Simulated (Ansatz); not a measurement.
**Ho: density, localisation and related maps**

```
CELL_PARAMETERS angstrom
3.65604 0.00000 0.00000
-1.82802 3.16622 0.00000
0.00000 0.00000 11.81658
ATOMIC_POSITIONS crystal
Ho 0.00000 0.00000 0.00000
Ho 0.00000 0.00000 0.50000
Ho 0.33333 0.66667 0.25000
Ho 0.66667 0.33333 0.75000
```

Space group P6₃/mmc; started from the dhcp prototype, which need not be the ambient phase; the SCF solution may not be the lowest one; no Hubbard U on the f states.

All numbers below come from DFT PBE, spin-orbit coupling, plane waves, PAW in Ansatz.

The density is the valence pseudo-density of a PAW calculation; it isn't the true density close to the nuclei.

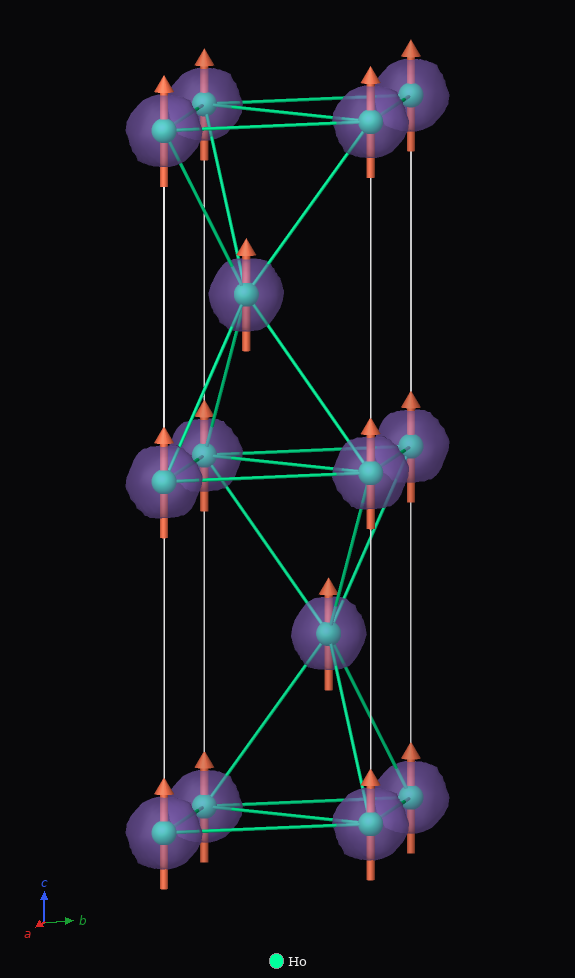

Figure 1. Isosurface of the size of the magnetisation density at 0.8 e/Å³ (purple), with the spin moments of the magnetic sites as arrows; seen slightly off an axis.

### How are the spin moments arranged, and how large are they?

Spin moments: Ho 3.2 μB. All point the same way (ferromagnetic), along [0 0 1] of the cell.

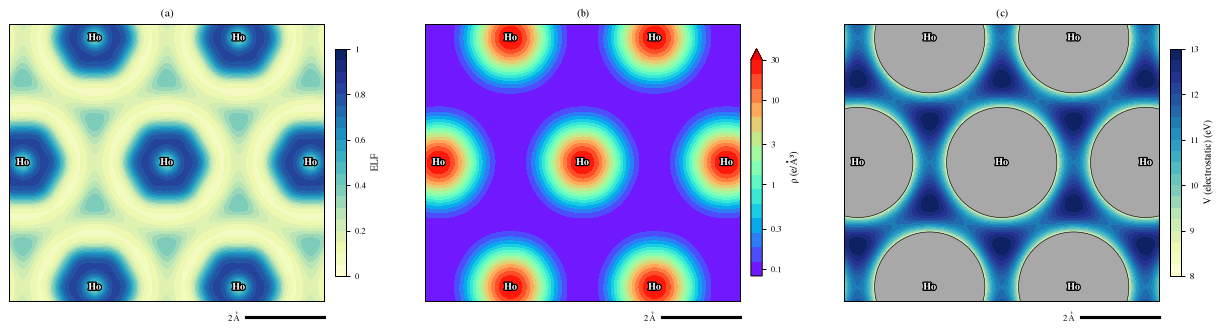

Figure 2. (a) electron localisation function; (b) valence pseudo-density; (c) electrostatic potential (local pseudopotential plus Hartree) felt by an electron on the (001) plane of the calculation cell. Grey discs cover the atomic cores in the potential map.

### Describe what can be read from this map.

The section cuts through Ho sites.
Ho–Ho (3.66 Å): ρ at the midpoint is about 0.09 e/Å³; the ELF is about 0.20 at the midpoint; no shared electron pair shows on this line.
Between the atoms the lowest density in this plane is 0.08 e/Å³.
The features right at Ho lie inside the PAW spheres, where the map follows smoothed inner orbitals and isn't to be read closely.
Outside the cores the potential energy rises away from the atoms and is highest about 2.1 Å from the nearest atoms; its zero is arbitrary.
